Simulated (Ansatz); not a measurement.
System: Mg, space group Pm-3m (No. 221) (one of a set of cubic test structures, which need not be the stable phase).

Calculation (Ansatz 0.2.0 development build): equation of state of a cubic crystal from periodic Kohn-Sham density functional theory without spin, third-order Birch-Murnaghan fit to the free energies; pressure corrected for the finite basis. Level: PBE.

```json
{"setting": "structure type", "value": "simple cubic"}
{"setting": "atoms in cell", "value": "1"}
{"setting": "space group number", "value": "221"}
{"setting": "lattice centring", "value": "simple cubic"}
{"setting": "k mesh", "value": "36×36×36"}
{"setting": "occupation method", "value": "Fermi–Dirac"}
{"setting": "occupation width", "value": "0.06123 eV"}
{"setting": "wave cutoff", "value": "420 eV"}
{"setting": "datasets", "value": "soft-1 PAW"}
{"setting": "density tolerance", "value": "1e-07 eV"}
{"setting": "bands", "value": "9"}
{"setting": "density cutoff ratio", "value": "4"}
{"setting": "search for lower states", "value": "default"}
```

What does the calculation give for the energy above the lowest point and pressure against volume? The volume takes the values 26.49, 27.04, 27.59, 28.14, 28.70, 29.25 Å³/atom.

A third-order Birch–Murnaghan fit gives V0 = 27.59 Å³/atom, B0 = 22.7 GPa and B′ = 4.0. The energy above the lowest point is 3.308 meV/atom at volume 26.49 Å³/atom and 6.430 meV/atom at 29.25 Å³/atom; the lowest computed point is at volume 27.59 Å³/atom (0.000 meV/atom). The pressure falls from 1.00 GPa at volume 26.49 Å³/atom to −1.18 GPa at 29.25 Å³/atom, and changes sign near 27.58 Å³/atom.

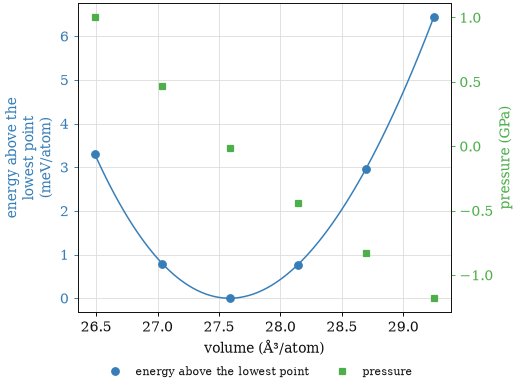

Caveats: cubic model structure, not the ambient form.
